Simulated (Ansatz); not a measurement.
Here is a crystal structure:

```cif
data_structure
_symmetry_space_group_name_H-M 'P 1'
_symmetry_Int_Tables_number 1
_cell_length_a 3.7966
_cell_length_b 3.7966
_cell_length_c 9.8072
_cell_angle_alpha 90.000
_cell_angle_beta 90.000
_cell_angle_gamma 90.000
_cell_volume 141.36
loop_
_atom_site_label
_atom_site_type_symbol
_atom_site_fract_x
_atom_site_fract_y
_atom_site_fract_z
_atom_site_occupancy
Ti1 Ti 0.00000 0.00000 0.00000 1
Ti2 Ti 0.00000 0.50000 0.25000 1
O1 O 0.00000 0.50000 0.45441 1
O2 O 0.00000 0.00000 0.20441 1
O3 O 0.00000 0.50000 0.04559 1
O4 O 0.50000 0.50000 0.29559 1
Ti3 Ti 0.50000 0.50000 0.50000 1
Ti4 Ti 0.50000 0.00000 0.75000 1
O5 O 0.50000 0.00000 0.95441 1
O6 O 0.50000 0.50000 0.70441 1
O7 O 0.50000 0.00000 0.54559 1
O8 O 0.00000 0.00000 0.79559 1
```

### Say what kind of structure these coordinates give.

Composition: TiO2. It is body-centred tetragonal, space group I4_1/amd (No. 141). Its structure type: anatase. In the cell are 4 Ti, 8 O, which makes 4 formula units. Every Ti atom has six O at 1.95 to 2.00 Å as neighbours. About every O there are three Ti at 1.95 to 2.00 Å. Not all metal-metal contacts are counted. The bonds build a three-dimensional framework.

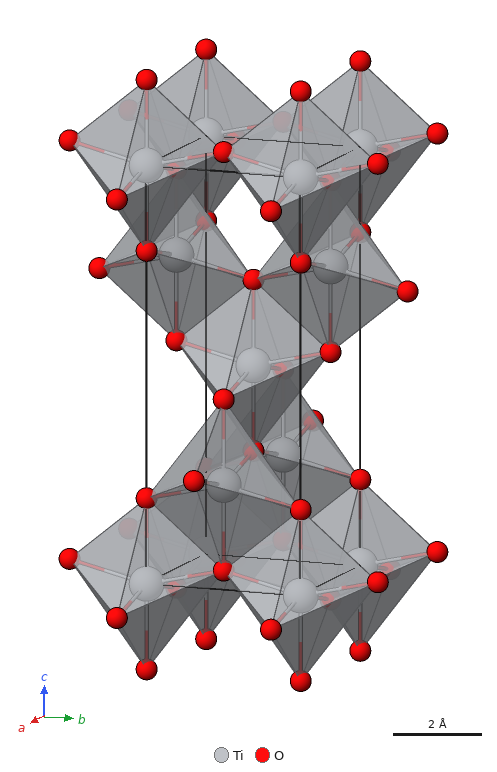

A polyhedral rendering, viewed slightly off an axis. Lines trace the edges of the conventional unit cell. A few atoms beyond the faces are included.

The structure comes from a structure listed in the Materials Project. Earlier steps of the study may have refined or changed the cell and positions. It was the input of a calculation with Ansatz.
